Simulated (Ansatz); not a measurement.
**Geometry relaxation of Al$_{2}$O$_{3}$ (part 2 of 2)**

Al$_{2}$O$_{3}$ (P1, 20 atoms in the cell); DFT PBE, scalar-relativistic, plane waves, PAW, no spin polarisation (Ansatz 0.2.0); cutoff 420 eV, 3×3×3 k-mesh, Gaussian smearing of 0.02 eV. The structure derives from a Materials Project entry. It belongs to a series of runs on one base structure; here: the perfect supercell shaken and relaxed.

Geometry of the input (Å; fractional positions):
```
-4.8086  0.0000  0.0000
-2.4043  -4.1644  0.0000
-2.4043  -1.3881  8.7498
Al 0.4165  0.4351  0.7282
Al 0.9351  0.9086  0.2168
Al 0.3275  0.3341  0.0273
Al 0.8284  0.8211  0.5275
Al 0.1746  0.1857  0.4729
Al 0.6824  0.6705  0.9694
Al 0.0819  0.0652  0.7706
Al 0.5704  0.5778  0.2705
O  0.1839  0.8598  0.3795
O  0.6737  0.3688  0.8730
O  0.6125  0.9264  0.1330
O  0.1282  0.4137  0.6254
O  0.8640  0.5907  0.3809
O  0.3762  0.0760  0.8774
O  0.5834  0.1787  0.3746
O  0.0760  0.6882  0.8775
O  0.9423  0.3132  0.1280
O  0.4351  0.8149  0.6299
O  0.3248  0.6146  0.1321
O  0.8204  0.1201  0.6233
```

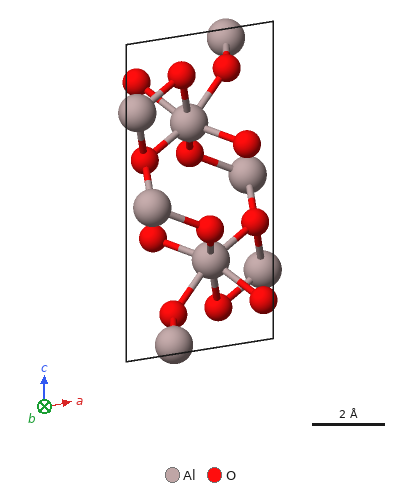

**Figure 1.** The geometry at step 3 of the log (ball-and-stick view of the cell of the calculation, along the b axis).

## Output, continued
```
  k-point 0: bands = ["-11.6315", "-10.6799", "-10.6792", "-9.4199", "-9.1583", "-9.1575", "-9.0255", "-9.0249", "-9.0244", "-9.0242", "-8.8568", "-8.8561", "0.6283", "1.5910", "1.9049", "1.9055", "1.9874", "1.9885", "3.0678", "3.0682", "3.0684", "3.0693", "3.0770", "3.2040", "3.2050", "3.3639", "3.3641", "4.1842", "4.4735", "5.1863", "5.1868", "5.4430", "5.4435", "5.4437", "5.4444", "5.9888", "5.9896", "6.1281", "6.1284", "6.8989", "6.8998", "7.0077", "7.0085", "7.0090", "7.0093", "7.3297", "7.3299", "7.3592", "13.2091", "15.7164", "15.7165", "16.2841", "17.7481", "18.2234", "18.2268", "18.6453", "18.6466", "18.7920", "19.4503", "19.4518", "19.5260", "19.5271", "19.6135", "19.8407", "19.8418", "19.8434", "19.8441", "20.5215"]
  k-point 1: bands = ["-11.5155", "-11.1822", "-10.1040", "-9.6170", "-9.1426", "-9.1418", "-9.0963", "-9.0954", "-8.9452", "-8.9445", "-8.8813", "-8.8806", "0.9945", "1.6139", "1.6381", "2.0606", "2.0933", "2.0943", "2.3125", "2.4556", "2.4562", "2.8009", "3.4080", "3.4088", "3.6076", "3.6082", "4.3481", "4.4587", "4.6078", "4.7433", "4.9626", "4.9630", "5.4326", "5.4330", "5.7603", "6.0646", "6.0648", "6.2681", "6.2684", "6.7992", "6.8907", "6.8912", "6.9068", "6.9076", "7.1875", "7.1878", "7.3097", "7.3099", "13.7126", "14.7538", "16.2292", "16.3097", "17.6746", "17.7488", "18.6967", "18.7841", "18.7849", "18.7883", "19.2957", "19.2962", "19.4987", "19.5904", "19.7045", "19.7052", "19.7770", "19.9290", "19.9292", "20.3272"]
  k-point 2: bands = ["-11.1434", "-10.4676", "-10.2809", "-9.7201", "-9.7097", "-9.3579", "-9.3561", "-9.1433", "-9.1408", "-8.9503", "-8.9066", "-8.8457", "0.9883", "1.3460", "1.4052", "1.7798", "2.0722", "2.3858", "2.4347", "2.5280", "3.0914", "3.2933", "3.3403", "3.7064", "4.1525", "4.5797", "4.6262", "4.8541", "4.9574", "5.0404", "5.1765", "5.1885", "5.4136", "5.4624", "5.5491", "5.7884", "5.8389", "6.1085", "6.1615", "6.3935", "6.4030", "6.4528", "6.5412", "6.7534", "6.7881", "6.8585", "7.1634", "7.2045", "15.0814", "16.6030", "16.6765", "16.9482", "17.2861", "17.3940", "17.6692", "17.7531", "17.8130", "18.2877", "18.3378", "18.7706", "19.0253", "19.4485", "19.5170", "19.8628", "19.9716", "20.1579", "20.2060", "20.2957"]
  k-point 13: bands = ["-10.3709", "-10.3178", "-10.3166", "-10.2456", "-9.7084", "-9.5426", "-9.5424", "-9.2889", "-9.1647", "-8.9618", "-8.9610", "-8.8638", "1.5132", "1.6683", "1.6694", "1.8567", "2.2552", "2.2560", "2.2851", "2.3128", "2.9909", "3.4637", "3.4645", "3.5898", "3.7743", "3.8653", "3.8657", "4.5839", "4.7841", "5.3988", "5.3991", "5.5275", "5.6402", "5.7897", "5.7899", "5.9673", "6.1640", "6.1846", "6.1854", "6.3912", "6.3934", "6.5667", "6.5680", "6.6331", "6.9287", "7.0270", "7.0279", "7.1100", "16.4730", "16.4742", "16.5006", "16.5305", "16.6793", "17.0882", "17.0894", "17.5807", "17.5888", "17.7398", "17.7410", "17.7960", "19.2112", "19.3175", "19.3213", "19.3964", "19.9896", "20.3491", "20.3500", "20.6338"]
--- Relaxed structure (4 steps of the walk, 4 accepted, 0 SCFs on fresh bases) ---
  F+E_penalty+E_count = -11139.21287582 eV   max|allowed force component| = 2.697e-2 eV/Å
  atoms:
    - { symbol: Al, position: [0.42807501922932123, 0.424276398758246, 0.7225343881464774] }
    - { symbol: Al, position: [0.9278590574927887, 0.9243256802811227, 0.2224875048199181] }
    - { symbol: Al, position: [0.32575464890809314, 0.3221972579373092, 0.029137259742190492] }
    - { symbol: Al, position: [0.8257829058226177, 0.8219926815819063, 0.5291610195489749] }
    - { symbol: Al, position: [0.1779370884069954, 0.17416493588000823, 0.47241564877204295] }
    - { symbol: Al, position: [0.6780512375596146, 0.6743310191667911, 0.9724670245800138] }
    - { symbol: Al, position: [0.07598621497137431, 0.0721053736794382, 0.779058672632716] }
    - { symbol: Al, position: [0.5756705305987383, 0.5720266588190106, 0.2790830712035138] }
    - { symbol: O, position: [0.18289539746890465, 0.8729130442090698, 0.37591662607469906] }
    - { symbol: O, position: [0.6831512780926111, 0.373196970188531, 0.8758668477122782] }
    - { symbol: O, position: [0.6266054602257843, 0.9293470274336461, 0.12600350500087945] }
    - { symbol: O, position: [0.12686713773277242, 0.42932009931448234, 0.6259806978243153] }
    - { symbol: O, position: [0.8766250061487147, 0.5669135980804327, 0.3759845581174975] }
    - { symbol: O, position: [0.37689260523308366, 0.06716751393323073, 0.8759537727332304] }
    - { symbol: O, position: [0.5706812100809842, 0.17920861175281402, 0.3759001011460223] }
    - { symbol: O, position: [0.07087463870465383, 0.6793687701097215, 0.8759809871801217] }
    - { symbol: O, position: [0.9329329051331935, 0.3170939774658978, 0.1259189527836243] }
    - { symbol: O, position: [0.43299983906469985, 0.8170961030159762, 0.625957635481649] }
    - { symbol: O, position: [0.32069242569041073, 0.6230930569377995, 0.1259273103433801] }
    - { symbol: O, position: [0.8208209322346435, 0.12300648755456728, 0.625895595356456] }
```

## Trajectory as extended XYZ (Å, eV, eV/Å), 4 frames, from step=1 to step=4
```
20
Lattice="-4.8086 0.0000 0.0000 -2.4043 -4.1644 0.0000 -2.4043 -1.3881 8.7498" Properties=species:S:1:pos:R:3:forces:R:3 step=1 energy=-11138.38939
Al   -4.7996   -2.8226    6.3715   -0.0372   1.3613  -1.3307
Al   -7.2025   -4.0847    1.8969    0.0196  -1.5588   1.7501
Al   -2.4438   -1.4294    0.2391    0.5801   1.2760   0.5826
Al   -7.2261   -4.1517    4.6156   -0.0224  -0.4047  -0.3981
Al   -2.4228   -1.4296    4.1374    0.2062   0.7843  -1.0443
Al   -7.2241   -4.1377    8.4820   -0.0801  -0.4501  -0.0622
Al   -2.4032   -1.3412    6.7429   -0.2163  -0.9878   0.3346
Al   -4.7822   -2.7817    2.3665   -0.6829   0.4118   2.3200
O    -3.8638   -4.1073    3.3208   -0.8223  -0.7207  -0.1774
O    -6.2250   -2.7475    7.6390   -1.5138  -0.5320   0.7385
O    -5.4921   -4.0426    1.1635   -0.7089  -0.2006  -1.3090
O    -3.1144   -2.5907    5.4718   -0.6406  -1.1279   0.6337
O    -6.4909   -2.9888    3.3326    0.5849   1.8839  -0.8084
O    -4.1010   -1.5343    7.6770    0.6521   0.6492   0.0061
O    -4.1356   -1.2641    3.2776    0.9393  -0.5774   0.0090
O    -4.1298   -4.0842    7.6779    0.9922   0.2746   0.3782
O    -5.5918   -1.4820    1.1203    0.4088  -0.2504  -0.7401
O    -5.5661   -4.2679    5.5113    0.1348   0.1206  -0.0964
O    -3.3571   -2.7427    1.1556    0.3143   0.3332  -1.4299
O    -5.7325   -1.3653    5.4536   -0.1077  -0.2846   0.6437
20
Lattice="-4.8086 0.0000 0.0000 -2.4043 -4.1644 0.0000 -2.4043 -1.3881 8.7498" Properties=species:S:1:pos:R:3:forces:R:3 step=2 energy=-11138.90409
Al   -4.8173   -2.7892    6.3645    0.1366   0.7675  -0.8150
Al   -7.2113   -4.1172    1.9349   -0.0093  -1.0065   0.5219
Al   -2.4299   -1.4056    0.2446    0.3516   0.6351   0.4242
Al   -7.2195   -4.1554    4.5892   -0.0403  -0.1918   0.3626
Al   -2.4227   -1.4240    4.1489    0.1714   0.6040  -0.6347
Al   -7.2233   -4.1531    8.4793   -0.0837  -0.0891   0.0468
Al   -2.4045   -1.3453    6.7524   -0.1733  -0.6237   0.6334
Al   -4.7833   -2.7909    2.3809   -0.6075   0.3558   1.2457
O    -3.8900   -4.1379    3.3173   -0.1641  -0.4429  -0.2460
O    -6.2511   -2.7532    7.6646   -0.8169  -0.1594   0.1795
O    -5.5298   -4.0318    1.1386   -0.1723  -0.3634  -0.7656
O    -3.1209   -2.6176    5.4859   -0.3894  -0.5883   0.1403
O    -6.4917   -2.9416    3.3113    0.3515   0.8341  -0.3961
O    -4.0820   -1.5190    7.6762    0.2317   0.4218  -0.0449
O    -4.1032   -1.2933    3.2834    0.3872   0.0788   0.0647
O    -4.1118   -4.0610    7.6666    0.6319   0.0959   0.2361
O    -5.5652   -1.4983    1.1000    0.1742   0.1006  -0.1664
O    -5.5640   -4.2570    5.5134   -0.0833  -0.0285  -0.4092
O    -3.3435   -2.7603    1.1329    0.0983   0.1230  -0.7179
O    -5.7395   -1.3443    5.4678    0.0057  -0.5231   0.3404
20
Lattice="-4.8086 0.0000 0.0000 -2.4043 -4.1644 0.0000 -2.4043 -1.3881 8.7498" Properties=species:S:1:pos:R:3:forces:R:3 step=3 energy=-11139.21287
Al   -4.8157   -2.7698    6.3220   -0.0019   0.0009   0.0161
Al   -7.2190   -4.1581    1.9467   -0.0009   0.0029   0.0252
Al   -2.4111   -1.3822    0.2549    0.0023   0.0057  -0.0067
Al   -7.2194   -4.1576    4.6301    0.0014   0.0025  -0.0099
Al   -2.4102   -1.3811    4.1336   -0.0043  -0.0045   0.0267
Al   -7.2199   -4.1581    8.5089   -0.0022  -0.0021   0.0210
Al   -2.4118   -1.3817    6.8166    0.0032  -0.0037  -0.0023
Al   -4.8145   -2.7695    2.4419   -0.0037   0.0000   0.0001
O    -3.8820   -4.1569    3.2892   -0.0075  -0.0058  -0.0038
O    -6.2881   -2.7699    7.6637   -0.0006   0.0021  -0.0003
O    -5.5505   -4.0451    1.1025   -0.0054  -0.0019  -0.0130
O    -3.1473   -2.6568    5.4772    0.0028   0.0005  -0.0105
O    -6.4823   -2.8827    3.2898   -0.0024   0.0017  -0.0098
O    -4.0799   -1.4956    7.6644    0.0050   0.0083  -0.0069
O    -4.0788   -1.2681    3.2891    0.0028  -0.0042  -0.0041
O    -4.0803   -4.0451    7.6647    0.0072  -0.0045  -0.0062
O    -5.5512   -1.4953    1.1018   -0.0015   0.0046  -0.0049
O    -5.5517   -4.2716    5.4770    0.0003   0.0068  -0.0070
O    -3.3430   -2.7696    1.1018    0.0034  -0.0035  -0.0047
O    -5.7476   -1.3811    5.4765    0.0018  -0.0060   0.0000
20
Lattice="-4.8086 0.0000 0.0000 -2.4043 -4.1644 0.0000 -2.4043 -1.3881 8.7498" Properties=species:S:1:pos:R:3:forces:R:3 step=4 energy=-11139.21288
Al   -4.8157   -2.7698    6.3220   -0.0020   0.0008   0.0167
Al   -7.2190   -4.1581    1.9467   -0.0008   0.0032   0.0244
Al   -2.4111   -1.3822    0.2549    0.0023   0.0056  -0.0068
Al   -7.2194   -4.1576    4.6301    0.0014   0.0024  -0.0092
Al   -2.4102   -1.3811    4.1336   -0.0043  -0.0045   0.0270
Al   -7.2199   -4.1581    8.5089   -0.0023  -0.0022   0.0215
Al   -2.4118   -1.3817    6.8166    0.0032  -0.0035  -0.0016
Al   -4.8145   -2.7695    2.4419   -0.0035   0.0000  -0.0004
O    -3.8820   -4.1569    3.2892   -0.0077  -0.0057  -0.0035
O    -6.2881   -2.7699    7.6637   -0.0002   0.0025  -0.0006
O    -5.5505   -4.0451    1.1025   -0.0052  -0.0019  -0.0127
O    -3.1473   -2.6568    5.4772    0.0030   0.0008  -0.0108
O    -6.4823   -2.8827    3.2898   -0.0022   0.0013  -0.0096
O    -4.0799   -1.4956    7.6644    0.0052   0.0081  -0.0070
O    -4.0788   -1.2681    3.2891    0.0025  -0.0043  -0.0041
O    -4.0803   -4.0451    7.6647    0.0068  -0.0048  -0.0064
O    -5.5512   -1.4953    1.1018   -0.0016   0.0047  -0.0050
O    -5.5517   -4.2716    5.4770    0.0002   0.0068  -0.0070
O    -3.3430   -2.7696    1.1018    0.0033  -0.0036  -0.0044
O    -5.7476   -1.3811    5.4765    0.0020  -0.0057  -0.0004
```

## Key numbers

| quantity | value |
| --- | --- |
| outcome | converged |
| space group (tolerance 0.01 Å) | P1 (1) → R-3c (167) |
| electrons treated | 96 |
| free energy | −11139.2129 eV |
| Fermi energy | 10.284 eV |
| gap on the k-point mesh | 5.85 eV |
| final volume | 175.21 Å³ |
| largest force (length of the vector) at the end | 0.028 eV/Å |
| final cell | a = 4.809 Å, b = 4.809 Å, c = 9.180 Å, α = 74.82°, β = 74.82°, γ = 60.00° |
| wall time | 11 s (CPU time 63 s) |
| peak memory | 0.81 GiB |
